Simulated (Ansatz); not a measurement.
Input file:

```
crystal:
  lattice:
    - [-5.433834161, 5.433834161, 5.433834161]
    - [5.433834161, -5.433834161, 5.433834161]
    - [5.433834161, 5.433834161, -5.433834161]
  atoms:
    - { symbol: Ni, position: [0.25, 0.5, 0.0], spin: 2.0 }
    - { symbol: Si, position: [0.25, 0.7487164301, 0.7521259123] }
    - { symbol: Si, position: [0.25, 0.0, 0.5] }
    - { symbol: Si, position: [0.4987164301, 0.2521259123, 0.0] }
    - { symbol: Si, position: [0.25, 0.2521259123, 0.2487164301] }
    - { symbol: Si, position: [0.4987164301, 0.5, 0.7521259123] }
    - { symbol: Si, position: [0.4978740877, 0.7478740877, 0.4965905178] }
    - { symbol: Si, position: [0.75, 0.0, 0.0] }
    - { symbol: Si, position: [0.4978740877, -0.0034094822, 0.2478740877] }
    - { symbol: Si, position: [0.7534094822, 0.2512835699, 0.7512835699] }
    - { symbol: Si, position: [0.75, 0.5, 0.5] }
    - { symbol: Si, position: [0.0021259123, 0.7487164301, 0.0] }
    - { symbol: Si, position: [0.7465905178, 0.7478740877, 0.2478740877] }
    - { symbol: Si, position: [0.0012835699, 0.0034094822, 0.7512835699] }
    - { symbol: Si, position: [0.0012835699, 0.2512835699, 0.5034094822] }
    - { symbol: Si, position: [0.0021259123, 0.5, 0.2487164301] }
    - { symbol: Si, position: [0.0122827613, 0.2622827613, 0.7622827613] }
    - { symbol: Si, position: [0.0010123936, 0.5, 0.5002264327] }
    - { symbol: Si, position: [-0.0007859609, 0.7489876064, 0.2489876064] }
    - { symbol: Si, position: [0.25, 0.0002264327, 0.7510123936] }
    - { symbol: Si, position: [0.0010123936, 0.0002264327, 0.0] }
    - { symbol: Si, position: [0.25, 0.2510123936, 0.5002264327] }
    - { symbol: Si, position: [0.25, 0.5, 0.2377172387] }
    - { symbol: Si, position: [0.4989876064, 0.7489876064, 0.7492140391] }
    - { symbol: Si, position: [0.25, 0.7377172387, 0.0] }
    - { symbol: Si, position: [0.5007859609, -0.0002264327, 0.4997735673] }
    - { symbol: Si, position: [0.4989876064, 0.2492140391, 0.2489876064] }
    - { symbol: Si, position: [0.7502264327, 0.5, 0.7510123936] }
    - { symbol: Si, position: [0.4877172387, 0.5, 0.0] }
    - { symbol: Si, position: [0.7497735673, 0.7507859609, 0.4997735673] }
    - { symbol: Si, position: [0.7497735673, -0.0002264327, 0.2507859609] }
    - { symbol: Si, position: [0.7502264327, 0.2510123936, 0.0] }
  host:
    lattice:
      - [0.0, 2.7169170805, 2.7169170805]
      - [2.7169170805, 0.0, 2.7169170805]
      - [2.7169170805, 2.7169170805, 0.0]
    atoms:
      - { symbol: Si, position: [0.25, 0.25, 0.25] }
      - { symbol: Si, position: [0.0, 0.0, 0.0] }
total_charge: -1
basis:
  ecutwfc: 420
  xc_grid: 2
kpoints:
  mp_grid: { grid: [3, 3, 3], shift: [0.0, 0.0, 0.0] }
hamiltonian:
  xc: pbesol
scf:
  occupations: { method: gaussian, width: 0.02 }
output:
  forces: true
  stress: false
  eigenvalues: true
  populations: true
  charged_corrections:
    defect_position: [0.25, 0.5, 0.0]
    epsilon: [[13.2922, 0.0, 0.0], [0.0, 13.2922, 0.0], [0.0, 0.0, 13.2922]]
  write_density: true
  write_potential: true
  elf: true
  volumetric_format: npy
magnetization:
  spin_polarized: true
relax:
  adjacent_minimum: "off"
  f_tol: 0.025
  max_steps: 45
```

Launched as:

```sh
ansatz run input.yaml --threads 4 --pin off --max-ram 6144MiB --backend cpu --events-out ev --progress --plain --runs-dir out
```

The fields are those of the relaxed geometry.

Spin-polarised.

Level of theory: DFT PBEsol, scalar-relativistic, plane waves, PAW in Ansatz 0.2.0.

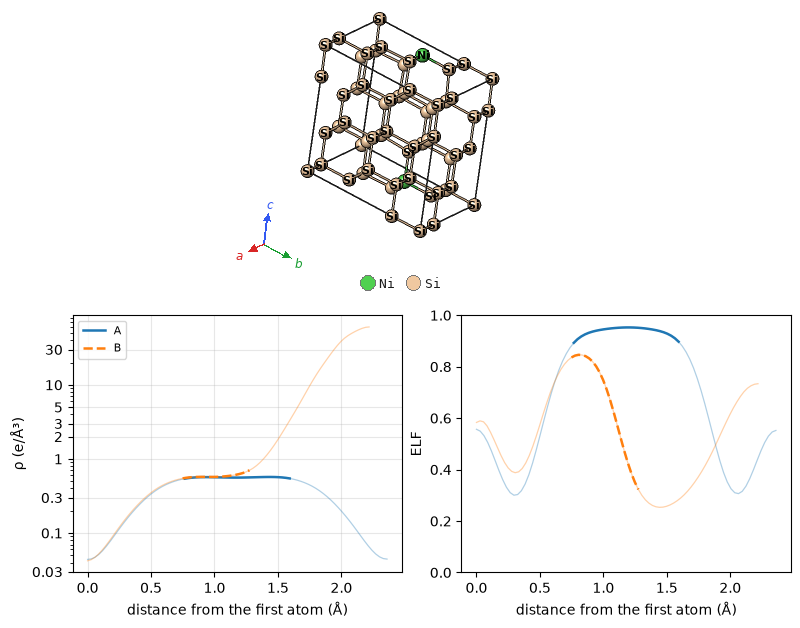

Si₃₁Ni (cell charge −1, with a compensating background) (cell with a defect). Valence charge density (pseudo) and ELF along straight lines between neighbouring atoms. Thin, pale parts lie inside the atomic spheres. The structure is drawn too.

Core electrons are frozen (PAW), and the valence fields are smoothed inside the atomic spheres.

**Which curve belongs to which contact (Si–Ni and Si–Si)? The first atom named is at distance zero.**

Curve A: Si–Si (2.36 Å): ρ at the midpoint is about 0.56 e/Å³; the ELF peaks at about 0.95 between the atoms. Curve B: Si–Ni (2.22 Å): ρ at the midpoint is about 0.59 e/Å³; the ELF peaks at about 0.85 in the valence shell of Si, 0.8 Å from its nucleus, and is about 0.55 at the midpoint.
